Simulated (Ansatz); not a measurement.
**GW calculation of CsH**

- system: CsH (F-43m, 2 atoms in the cell)
- method: DFT, LDA, plane waves, PAW, no spin polarisation (Ansatz 0.2.0)

The structure was built on a prototype by a generator. The geometry comes from this level: r2SCAN. It belongs to a series of runs on one base structure; here: G0W0 settings. Figures and captions count atoms from 1; the log counts them from 0 in places.

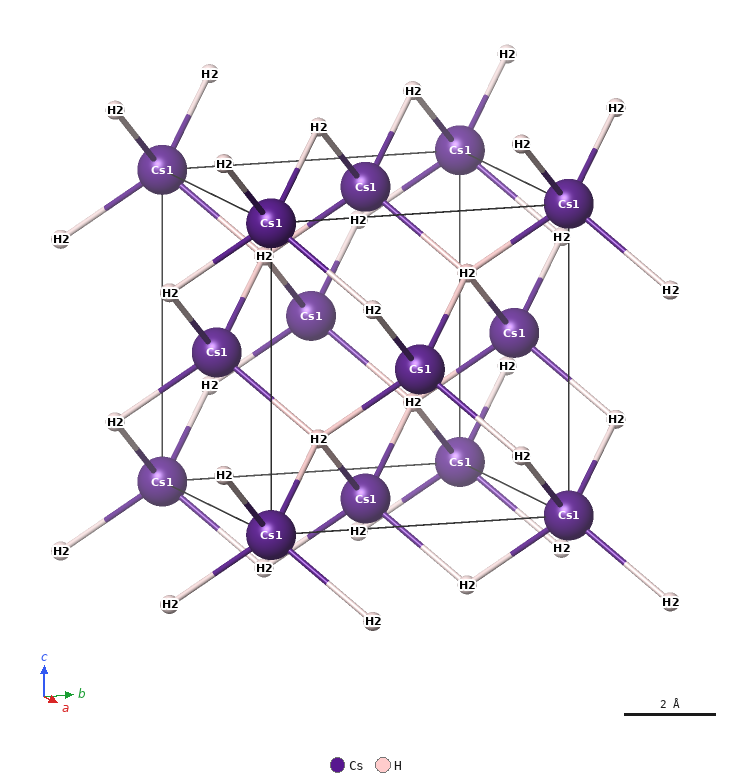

The input geometry (ball-and-stick view of the cell 4 times as large as that of the calculation, set on its symmetry axes, seen slightly off an axis; neighbours outside the cell are drawn fainter; atoms are numbered from 1 in the order of the input).

### Input file
```yaml
crystal:
  lattice:
    - [0.0, 3.4951746506, 3.4951746506]
    - [3.4951746506, 0.0, 3.4951746506]
    - [3.4951746506, 3.4951746506, 0.0]
  atoms:
    - { symbol: Cs, position: [0.0, 0.0, 0.0] }
    - { symbol: H, position: [0.25, 0.25, 0.25] }
kpoints:
  mp_grid: { grid: [2, 2, 2] }
hamiltonian:
  xc: lda
scf:
  occupations: { method: fixed }
gw:
  n_empty_bands: 120
  ecut_chi: 150
  qp_bands: [v1, c1]
  qp_kpoints: band_edges
  screening: { model: contour_deformation }
```

Run on 4 threads of an Arm (aarch64) CPU, shared host.

Command:
```bash
ansatz run input.yaml --threads 4 --pin off --max-ram 3686MiB --backend cpu --events-out ev --progress --plain --runs-dir out
```

### Output
```
Engine: ansatz 0.2.0, aarch64-unknown-linux-gnu
Pseudopotentials: kind: paw
Pseudopotential: Cs, paw, valence charge 9, recommended cutoff 420 eV (normal), Cs.paw.azcp
Pseudopotential: H, paw, valence charge 1, recommended cutoff 420 eV (normal), H.paw.azcp
Functional definition: SPW92
  exchange = slater_x
  correlation = pw_c
Crystal: 2 atoms, lattice volume = 85.396 Å³
Basis set: ecut = 420 eV, 1687 PW (Γ)
Bands: 9, of which v1, the nominal top of the filled ones, is band 5 counted from 1 (4 counted from 0)
Symmetry: 24 space group operations
Space group: F-43m (ITA 216), of the structure as read, at distance tolerance 4.4e-5 Å
k-points: 3 of 8
Non-local potential: Cs, projectors of the file, l = 0: 3, l = 1: 2, l = 2: 2, l = 3: 2
Non-local potential: H, projectors of the file, l = 0: 2, l = 1: 1
PAW form: soft (Blöchl's): semilocal exchange-correlation on the pseudo side does not see the compensation charge
PAW frozen core: Cs, regenerated for the run's functional, and the local potential with it (the file was generated under x = pbe(κ = 0.804, μ = 0.2195149727645171), c = pbe(β = 0.06672455060314922))
PAW one-centre angular grid: Cs, 194 points (default); XC on 64 Gauss nodes
PAW one-centre angular grid: H, 110 points (default); XC on 64 Gauss nodes
Initial density: superposition of atomic densities (neutral atoms: chi_scale 0, normalization atom), corrected by the library's trained network
Initial wavefunctions: pseudopotential atomic-orbital guess
Functional: x = slater, c = lda
SCF iter   1: F=—  HF=-5520.789978 eV  |F-HF|=—  |Δ(HF+E_count)|=         —  Δρ=6.96e-3  dr2=5.15e-2  ethr=1.77e-3  ⟨swp⟩=4.7  Hψ=179  notcnv=0  defer=3
preconditioner: auto → none  [insulator: Δε(μ)=2.407 eV  Ē_g=10.998 eV  n_scr=14 (ndim 8)  ℏωp=11.4 eV  f_vac=0.161  ε∞_Penn≈2.1]
SCF iter   2: F=—  HF=-5520.771810 eV  |F-HF|=—  |Δ(HF+E_count)|=   1.82e-2  Δρ=1.16e-3  dr2=9.04e-4  ethr=5.15e-4  ⟨swp⟩=1.7  Hψ=58  notcnv=0  defer=3
SCF iter   3: F=—  HF=-5520.772056 eV  |F-HF|=—  |Δ(HF+E_count)|=   2.46e-4  Δρ=4.44e-4  dr2=1.33e-4  ethr=9.04e-6  ⟨swp⟩=2.0  Hψ=36  notcnv=0  defer=4
SCF iter   4: F=—  HF=-5520.772130 eV  |F-HF|=—  |Δ(HF+E_count)|=   7.43e-5  Δρ=5.88e-5  dr2=2.58e-6  ethr=1.33e-6  ⟨swp⟩=2.0  Hψ=43  notcnv=0  defer=3
iter 5 did not close the SCF: its close was put off for the readings that it lacked (scf_convergence_deferred on its scf_iter line)
SCF iter   5: F=-5520.772130 eV  HF=-5520.772130 eV  |F-HF|=1.91e-8  |Δ(HF+E_count)|=   5.08e-9  Δρ=8.55e-6  dr2=2.29e-8  ethr=2.58e-8  ⟨swp⟩=2.0  Hψ=34  notcnv=0  defer=1
SCF iter   6: F=-5520.772130 eV  HF=-5520.772130 eV  |F-HF|=4.36e-10  |Δ(HF+E_count)|=   2.25e-8  Δρ=7.54e-7  dr2=6.73e-10  ethr=2.29e-10  ⟨swp⟩=2.7  Hψ=141  notcnv=0
SCF 1 converged in 6 iterations: F = -5520.772130 eV  dr2 = 6.73e-10
  greatest PAW one-centre occupation: 0.930 electrons in one spin orbital (limit 2), on the Cs atom at site 0 (counted from 0), in its partial waves of l = 0
NSCF: frozen V_eff on 3 k-points
G₀W₀ screening: q 1/3
G₀W₀ screening: q 2/3
G₀W₀ screening: q 3/3
G₀W₀ self-energy: k 1/3
G₀W₀ self-energy: k 2/3
G₀W₀ self-energy: k 3/3
NSCF: frozen V_eff on 1 k-points
NSCF: frozen V_eff on 1 k-points
SCF converged after 6 iterations
Free energy (F): -5520.772130 eV
Harris-Foulkes:  -5520.772130 eV  (|F-HF|=4.36e-10)
Internal energy: -5520.772130 eV  (E = F + TS)
E sigma→0 (E₀):  -5520.772130 eV
Fermi energy:    1.115477 eV
--- Per-component energies (eV) ---
  E_band       = -78.966697
  E_kinetic    = 154.049865
  E_local      = -339.348605  (includes V_loc(G=0)·N_el)
  E_nonlocal   = 33.787235
  E_hartree    = 116.641891
  E_xc         = -180.807425
  E_vxc        = -137.074135  (∫ρ·V_xc dr)
  E_paw        = -4903.272538  (= ΣΔE_a)
  E_vpaw       = -23.664232  (= ΣTr[D̂ρ^β])
  E_aug_tail   = -0.001004  (compensation charges beyond the density's cutoff)
  E_ewald      = -402.092106
  E_core_change = 0.270556  (= ΣΔE_core)
  E_smearing   = -0.000000  (= −TS)
  E_closure    = 0.000000  (closes the sum)
  Σ components = -5520.772130   (vs F -5520.772130, Δ=0.00e0)
--- Band table (eV) ---
  k-point 0: bands = ["-20.0167", "-6.6051", "-6.6051", "-6.6051", "-0.0193", "5.1066", "6.0929", "6.0929", "6.0929"]
  k-point 1: bands = ["-19.9907", "-7.0198", "-6.6548", "-6.6548", "0.8319", "4.5020", "6.0172", "6.0172", "7.1863"]
  k-point 2: bands = ["-19.9821", "-7.0077", "-6.7399", "-6.7399", "1.1155", "3.7799", "5.2144", "8.4336", "8.4336"]
--- G₀W₀: contour deformation, 6 samples at zero and on the imaginary axis and 1 off it, 8 q-points, 120 empty bands' worth ---
  eigenvalues of the whole cell's RPA ε∞ on this k-mesh (on a slab, of 1 + 4πα/V) = 2.2065, 2.2065, 2.2065; static W/v taken at q = 0 is 0.453211
  bands read: the sum over 125 bands ends inside a degenerate multiplet in 3 slots, whose members it reads at an even weight; the widest, k=0: bands 124 to 126 (counted from 1) at 2/3 each
  gw.qp_kpoints: band_edges: 3 of 3 stored k-points solved, in 1 pass; an edge of the gap read off the rows below is read off those points alone
  `?` marks the rows in doubt; gw_qp.tsv's column doubts and the gw_qp event give each row's grounds
    ik  band        ε_KS         Σx   Σc(E_QP)       V_xc       Z   E_QP_lin       E_QP  E_QP is
     0     5     -0.0193   -11.8454     2.1295    -8.5271  0.7006    -1.3114    -1.2081  root ?
     0     6      5.1066    -3.8477    -2.7091    -7.2641  0.7747     5.8312     5.8138  root
     1     5      0.8319   -13.0571     2.1425    -9.6394  0.7111    -0.5327    -0.4432  root
     1     6      4.5020    -3.3791    -2.8231    -7.0812  0.8017     5.4081     5.3811  root
     2     5      1.1155   -13.5542     2.1657   -10.0896  0.7126    -0.2705    -0.1835  root
     2     6      3.7799    -2.4332    -2.8984    -6.2551  0.8085     4.7325     4.7034  root
```

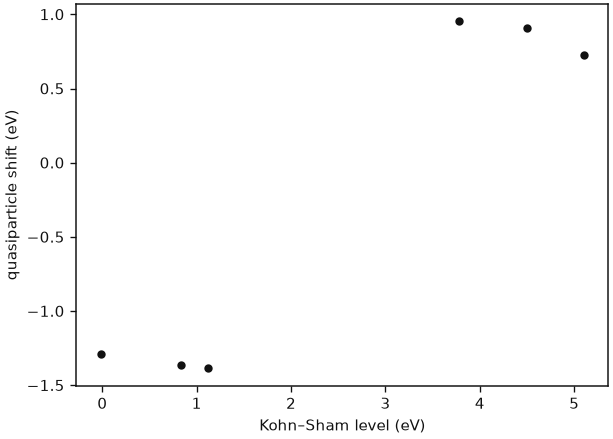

Quasiparticle corrections (linearised) against the Kohn–Sham levels, for the bands and k-points computed. On this mesh the gap goes from 2.66 to 4.89 eV.

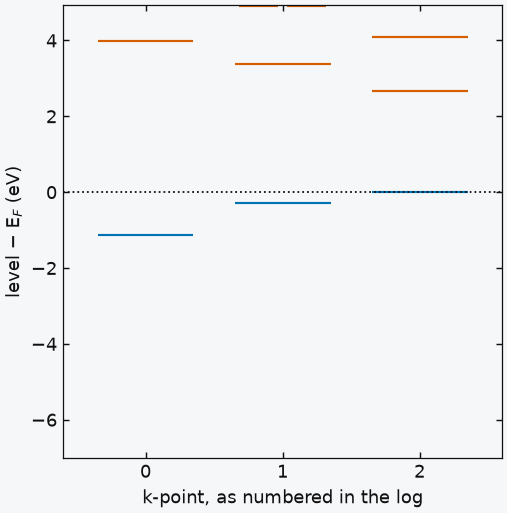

Kohn–Sham levels near the Fermi level (dotted) at the few k-points that the log prints; levels within 0.02 eV of each other stand side by side. Among these points the highest filled and lowest empty levels are 2.66 eV apart, which is the gap on the mesh.

### Summary

| quantity | value |
| --- | --- |
| outcome | converged |
| space group (tolerance 0.01 Å) | F-43m (216) |
| electrons treated | 10 |
| free energy | −5520.7721 eV |
| Fermi energy | 1.115 eV |
| gap on the k-point mesh | 2.66 eV |
| quasiparticle gap on the mesh | 4.89 eV |
| wall time | 1.8 s (CPU time 5.2 s) |
| peak memory | 0.36 GiB |

Settings chosen away from the usual ones: G0W0 settings. The GW levels are not extrapolated in basis or mesh. The k-point mesh is coarse for a cell of this size, so the results may not be converged.
